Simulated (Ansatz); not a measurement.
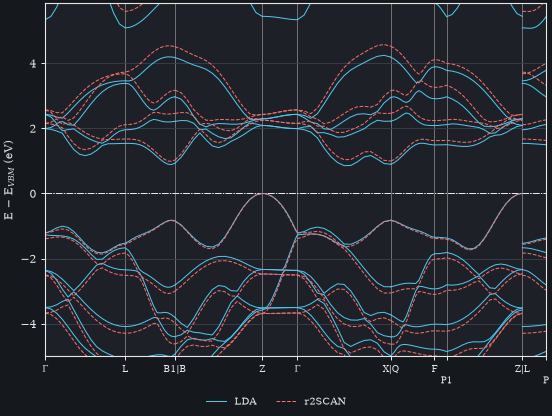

Band structures of MoS₂, space group R3m (No. 160), 3 atoms in the primitive cell (a = 3.160 Å, c = 18.450 Å (hexagonal axes)), by two methods on the same cell. Each is counted from its own valence-band top.

> How do the methods compare?

LDA gives a gap of 0.85 eV along the path and r2SCAN gives a gap of 0.99 eV along the path. Over the top 3 filled bands the two differ by 0.11 eV on average.

Settings. LDA: Ansatz PAW, no spin polarisation, no spin-orbit coupling, 10×10×10 k mesh, 420 eV cutoff, Fermi-Dirac smearing of 0.05 eV (Ansatz 0.2.0). r2SCAN: Ansatz PAW, no spin polarisation, no spin-orbit coupling, 10×10×10 k mesh, 500 eV cutoff, Fermi-Dirac smearing of 0.05 eV (Ansatz).

In reduced coordinates of the cell that was run, L is (0.5, 0, 0), B1 is (0.5, 0.181, −0.181), B is (0.819, 0.5, 0.181), Z is (0.5, 0.5, 0.5), X is (0.341, 0, −0.341), Q is (0.659, 0.341, 0), F is (0.5, 0.5, 0), P1 is (0.659, 0.659, 0.181) and P is (0.819, 0.341, 0.341). The cell is at 4 GPa in r2SCAN and −2 GPa in LDA. Spin-orbit coupling is left out, which matters for Mo. The PAW data sets were made with another functional. LDA, GGA and most meta-GGA functionals understate gaps.
